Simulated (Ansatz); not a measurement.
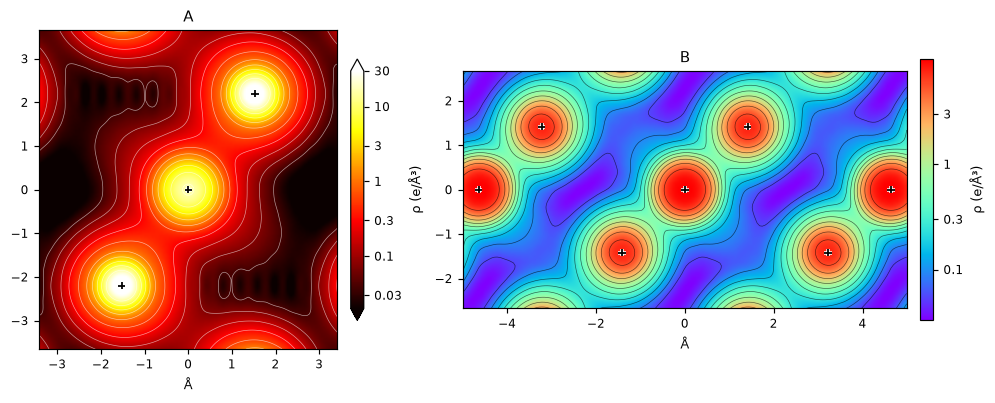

The valence pseudo-density of 2 systems, each on a plane through atoms (crosses mark nuclei in the plane).

Level of theory: DFT PBE, plane waves, PAW in Ansatz.

System 1: TiO2, the (001) plane of the conventional cell. Space group P4₂/mnm; computed without spin polarisation.

```yaml
crystal:
  lattice:
    - [4.64304, 0.00000, 0.00000]
    - [0.00000, 4.64304, 0.00000]
    - [0.00000, 0.00000, 2.96417]
  atoms:
    - { symbol: Ti, position: [0.00000, 0.00000, 0.00000] }
    - { symbol: Ti, position: [0.50000, 0.50000, 0.50000] }
    - { symbol: O, position: [0.30513, 0.30513, 0.00000] }
    - { symbol: O, position: [0.19487, 0.80513, 0.50000] }
    - { symbol: O, position: [0.69487, 0.69487, 0.00000] }
    - { symbol: O, position: [0.80513, 0.19487, 0.50000] }
```

System 2: SnSe2, the (110) plane of the conventional cell. Space group P-3m1.

```
CELL_PARAMETERS angstrom
3.81100 0.00000 0.00000
-1.90550 3.30042 0.00000
0.00000 0.00000 6.13600
ATOMIC_POSITIONS crystal
Sn 0.00000 0.00000 0.00000
Se 0.33333 0.66667 0.24900
Se 0.66667 0.33333 0.75100
```

> Match each panel to its system.

Panel A is system 2, SnSe2: the plane holds Sn and Se. Sn–Se (2.68 Å): the density is about 0.41 e/Å³ at the midpoint. Panel B is system 1, TiO2: the plane holds Ti and O. Ti–O (2.00 Å): the density is about 0.62 e/Å³ at the midpoint.
